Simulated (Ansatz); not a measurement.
System: TiO.

The calculation's input:

```
crystal:
  lattice:
    - [0.0, 2.2895965365, 2.2895965365]
    - [2.2895965365, 0.0, 2.2895965365]
    - [2.2895965365, 2.2895965365, 0.0]
  atoms:
    - { symbol: Ti, position: [0.0, 0.0, 0.0], spin: 0.13 }
    - { symbol: O, position: [0.25, 0.25, 0.25] }
basis:
  ecutwfc: 420
kpoints:
  mp_grid: { grid: [16, 16, 16] }
hamiltonian:
  xc: pbesol
scf:
  occupations: { method: gaussian, width: 0.1 }
output:
  forces: true
  stress: true
  eigenvalues: true
  populations: true
  write_density: true
  write_potential: true
  elf: true
  volumetric_format: npy
magnetization:
  spin_polarized: true
relax:
  adjacent_minimum: "off"
  f_tol: 0.01
  max_steps: 80
  cell: { stress_tol: 0.05 }
```

Launched as:

```sh
ansatz run input.yaml --threads 1 --pin off --max-ram 2560MiB --backend cpu --events-out ev --progress --plain --runs-dir out
```

Below, planes, directions and counts refer to the conventional cell (a = 4.58 Å, b = 4.58 Å, c = 4.58 Å, α = 90.00°, β = 90.00°, γ = 90.00°).

Space group F-43m; started from the zinc blende prototype, which need not be the ambient phase; the program warned that a starting moment wasn't kept; spin-polarised, but the moments vanished.

Theory: DFT PBEsol, scalar-relativistic, plane waves, PAW (Ansatz).

**What will maps of the valence pseudo-density and electron localisation function show?**

Ti–O (1.98 Å): the density is about 0.65 e/Å³ at the midpoint; the ELF peaks at about 0.80 in the valence shell of O, 0.6 Å from its nucleus, and is about 0.20 at the midpoint (no shared electron pair shows on this line).
The ELF has a maximum of about 0.70 in the space between the atoms, 2.0 Å from four Ti atoms, on no atom or two-centre bond.

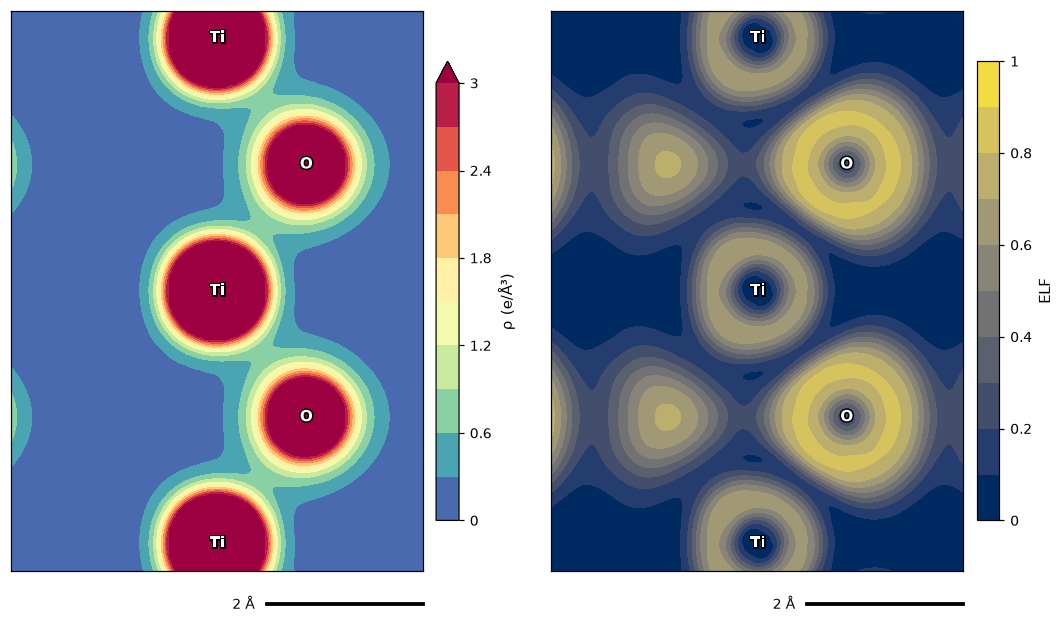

Computed valence pseudo-density and electron localisation function on the (110) plane of the conventional cell, in this order. 

In a PAW calculation such maps are meaningful between the atoms, not at the nuclei.
